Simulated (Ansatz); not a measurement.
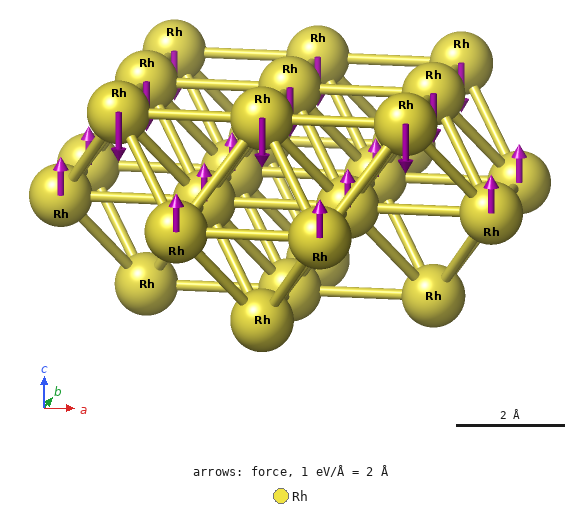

Starting geometry of a slab of composition Rh (cut from the Fm-3m phase) with the computed forces as purple arrows. A ball-and-stick model of the atoms within 5.0 Å of the atom that moves most (axes of the 1 × 3 repeat of the cell, outlined in the plane, without the vacuum), seen from a free direction.

Case: flat (0 0 1) slab. 12 atoms are held fixed.

The calculation used Ansatz 0.2.0, DFT PBE, scalar-relativistic, plane waves, PAW. Set-up: plane-wave cutoff 420 eV; k-point mesh 2 × 12 × 1; occupations gaussian; smearing width 0.1 eV; no spin polarisation; dipole correction; atoms relaxed in a fixed cell; force threshold 0.02 eV/Å; at most 45 steps.

> Is this structure relaxed? If not, where do the atoms go?

It isn't relaxed: the largest force vector, on Rh atoms, is 0.47 eV/Å. The final displacements follow the starting forces only in part (cosine between the two patterns 0.78). Over 2 accepted moves (3 points after the start) the energy falls by 0.101 eV per cell of the calculation. Largest force component: 0.47 eV/Å at the start, 0.0056 eV/Å at the end. 1 step only repeated the SCF at the same geometry. The largest moves, 0.071 Å, are those of Rh atoms. The cell stays as it was. Some distances before and after: Rh–Rh 2.708 → 2.659 Å. Cost: 5.6 min on 4 threads of Intel(R) Xeon(R) Platinum 8488C (Sapphire Rapids), on a shared host, peak memory 4.9 GiB.
